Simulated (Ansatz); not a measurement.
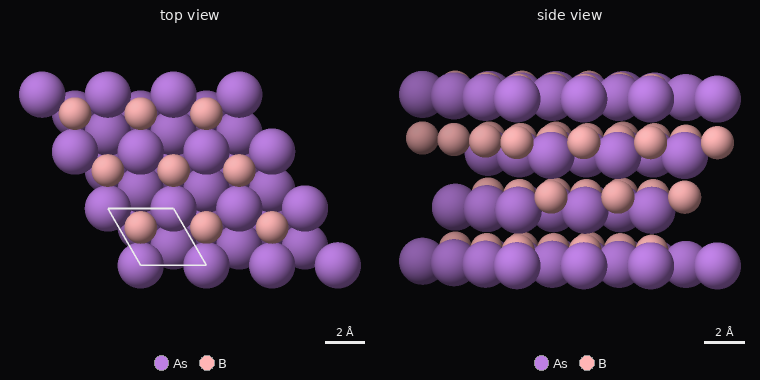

BAs(111) (F-43m bulk, 8 atomic planes (those closer than 0.6 Å count as one), 9 Å, B-terminated), seen from above and from the side.

Computed with DFT PBE, scalar-relativistic, plane waves, PAW (Ansatz 0.2.0). Cutoff 420 eV, 21 × 21 k-points, Gaussian smearing 0.05 eV, dipole correction. The slab is a cut without reconstruction beyond its cell, at the source's lattice constants, with its lower half held fixed and the rest relaxed. Real surfaces of this kind mostly reconstruct in larger cells, which this cell doesn't allow. No spin polarisation. The run couldn't confirm all of its levels under its output density. The run warns that the functional's potential is rough in the thin density of the vacuum, where the tip is; weak contrasts and barriers may feel it.

Model: Tersoff–Hamann, s-wave tip, no tip–sample forces. Bias windows are sharp sums over the levels of the k mesh.

```
CELL_PARAMETERS angstrom
3.37785 0.00000 0.00000
-1.68892 2.92530 0.00000
0.00000 0.00000 26.96351
ATOMIC_POSITIONS crystal
As 0.00000 0.00000 0.33378
B 0.33333 0.66667 0.35936
As 0.33333 0.66667 0.43607
B 0.66667 0.33333 0.46164
As 0.66667 0.33333 0.53976
B 0.00000 0.00000 0.56471
As 0.00000 0.00000 0.64644
B 0.33333 0.66667 0.66099
```

The last single point, restarted from the relaxation's density, took 94 s on 1 thread of Arm Neoverse V1, on a shared host, peak memory 0.66 GiB.

**What does a constant-current image at a set point of 2.5 × 10⁻⁵ e/Å³ show at −1.00 V?**

The brightest spots lie over the top B atoms; the darkest points are over the As atoms 0.4 Å below the top plane. The corrugation is 18 pm at a mean tip height of 4.0 Å.

**What does a constant-current image at a set point of 2.3 × 10⁻⁴ e/Å³ show at +0.25 V?**

The brightest spots lie over the top B atoms; the darkest points are over the As atoms 0.4 Å below the top plane. The corrugation is 60 pm at a mean tip height of 3.0 Å.

The computed images, with the atoms seen from above drawn over one corner (deeper ones smaller):

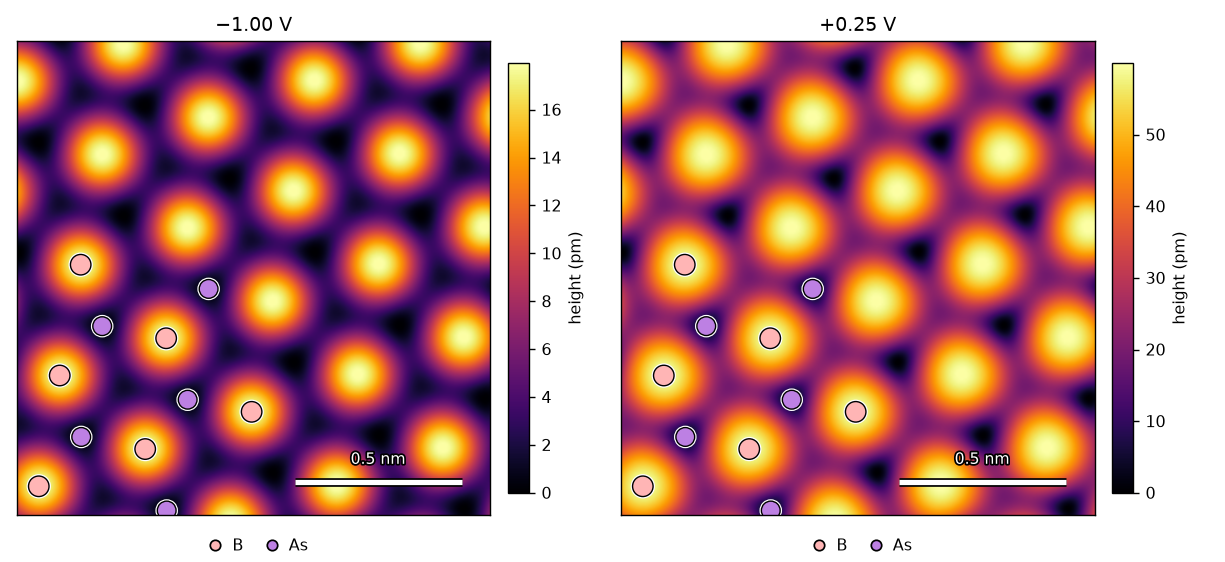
